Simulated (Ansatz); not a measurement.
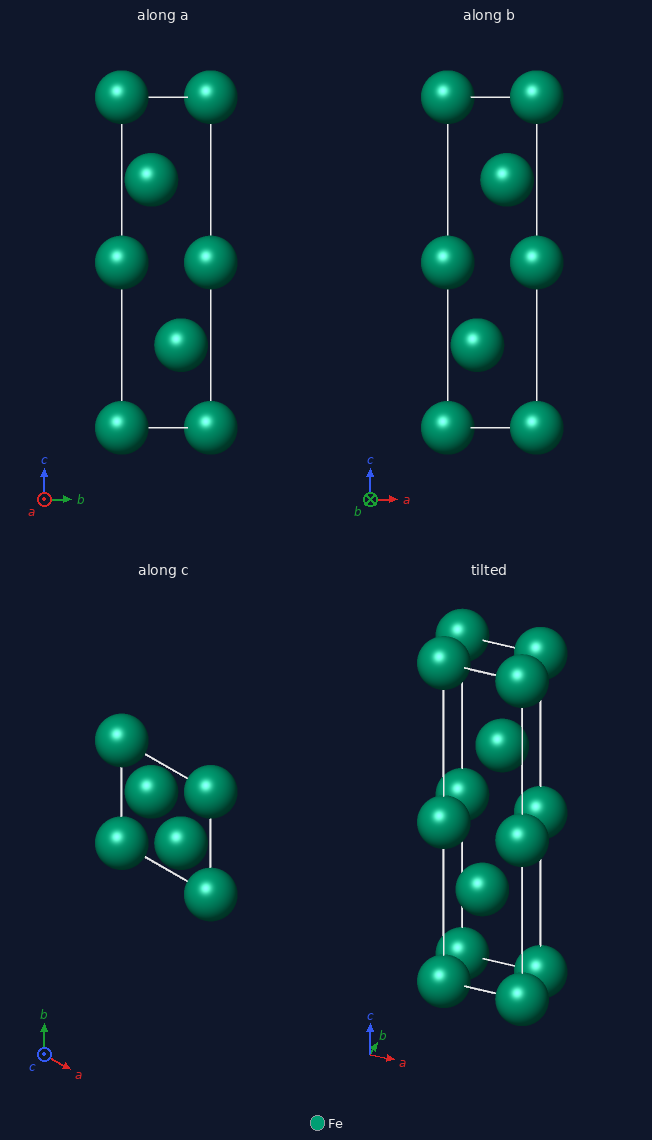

Spheres-only drawing of the structure, looking along the a axis, along the b axis, along the c axis and slightly off an axis. Atoms at the boundary of the conventional unit cell (the box) are drawn once for each face, edge or corner they touch.

Lattice parameters: a = 2.424 Å, b = 2.424 Å, c = 7.800 Å, α = 90.00°, β = 90.00°, γ = 120.00°. Put a along x and b in the xy plane.

### Put the structure into a POSCAR file.

```
Fe
1.0
     2.424    0.000    0.000
    -1.212    2.099    0.000
     0.000    0.000    7.800
Fe
4
Direct
  0.0000 0.0000 0.0000
  0.0000 0.0000 0.5000
  0.3333 0.6667 0.2500
  0.6667 0.3333 0.7500
```

Provenance: a structure type filled with this element by a generator (whether the element takes this form wasn't checked). Earlier steps of the study may have refined or changed the cell and positions. It was run through Ansatz as a DFT input.
